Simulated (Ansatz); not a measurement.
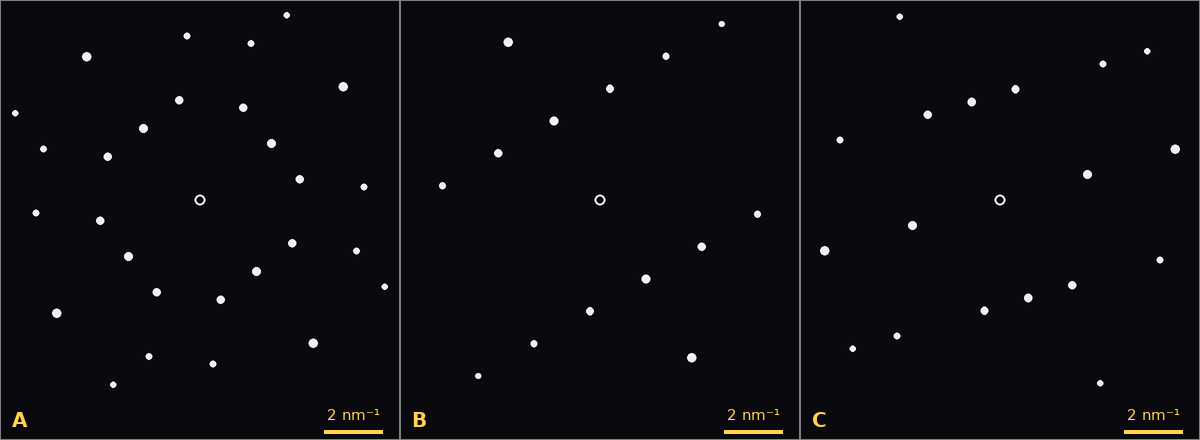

Computed electron diffraction patterns, 120 kV, single scattering only, B = 0.5 Å².

All three come from Lu, space group Pm-3n (No. 223), a = 6.262 Å. Structure: the input geometry of an electronic-structure calculation (not necessarily at equilibrium); the starting structure was generated, so it need not be a known form of this composition.

```cif
data_structure
_symmetry_space_group_name_H-M 'Pm-3n'
_symmetry_Int_Tables_number 223
_cell_length_a 6.2616
_cell_length_b 6.2616
_cell_length_c 6.2616
_cell_angle_alpha 90.000
_cell_angle_beta 90.000
_cell_angle_gamma 90.000
_cell_volume 245.50
loop_
_atom_site_label
_atom_site_type_symbol
_atom_site_symmetry_multiplicity
_atom_site_Wyckoff_symbol
_atom_site_fract_x
_atom_site_fract_y
_atom_site_fract_z
_atom_site_occupancy
Lu1 Lu 2 a 0.00000 0.00000 0.00000 1
Lu2 Lu 6 c 0.25000 0.00000 0.50000 1
```

Assign the zone axes [001], [110], [210] to A, B and C.

Answer. A is [001]: square net of 1 0 0 (itself extinct) at d = 6.26 Å and 0 1 0 (itself extinct) at d = 6.26 Å, at 90.0°. B is [110]: rectangular net of 1 -1 0 (itself too weak to see) at d = 4.43 Å and 0 0 2 at d = 3.13 Å, at 90.0°. C is [210]: rectangular net of 0 0 1 (itself extinct) at d = 6.26 Å and 1 -2 0 at d = 2.80 Å, at 90.0°.
